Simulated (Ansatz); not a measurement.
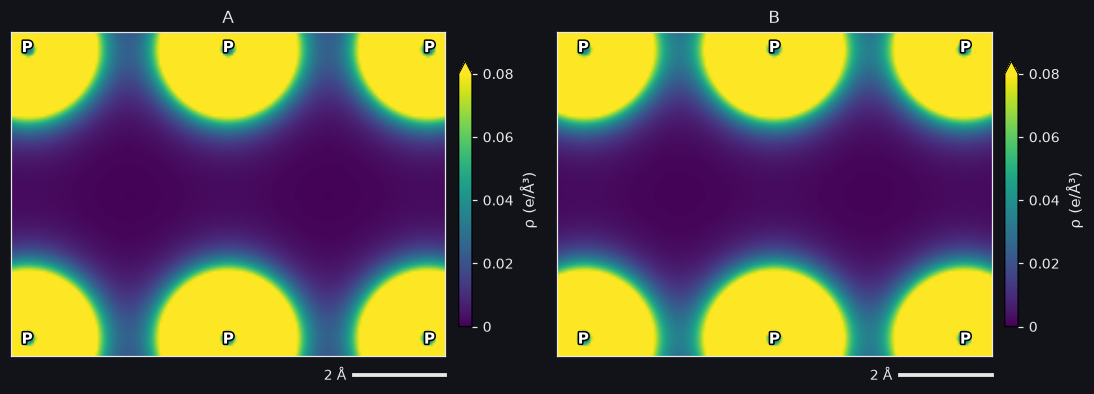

P. The valence pseudo-density of two cells that differ in size and shape, on the (11̄0) plane of each (indices in the axes of the calculation cell), at one length scale and on one colour scale: A has 88.1 Å³ an atom and B 83.7.

Space group P4/mmm; computed without spin polarisation.

Level of theory: Ansatz 0.2.0, DFT PBEsol+D3(BJ), scalar-relativistic, plane waves, PAW.

The larger cell:

```cif
data_structure
_symmetry_space_group_name_H-M 'P 1'
_symmetry_Int_Tables_number 1
_cell_length_a 4.4866
_cell_length_b 4.4866
_cell_length_c 4.3780
_cell_angle_alpha 90.000
_cell_angle_beta 90.000
_cell_angle_gamma 90.000
_cell_volume 88.13
loop_
_atom_site_label
_atom_site_type_symbol
_atom_site_fract_x
_atom_site_fract_y
_atom_site_fract_z
_atom_site_occupancy
P1 P 0.00000 0.00000 0.00000 1
```

The smaller cell: a = 4.487 Å, b = 4.487 Å, c = 4.159 Å, α = 90.00°, β = 90.00°, γ = 90.00°.

What changes from the larger cell to the smaller?

Answer. From the larger cell to the smaller, P–P goes from 4.38 to 4.16 Å, and the density at its midpoint from 0.02 to 0.03 e/Å³; the pressure goes from −3.2 to −3.6 GPa.
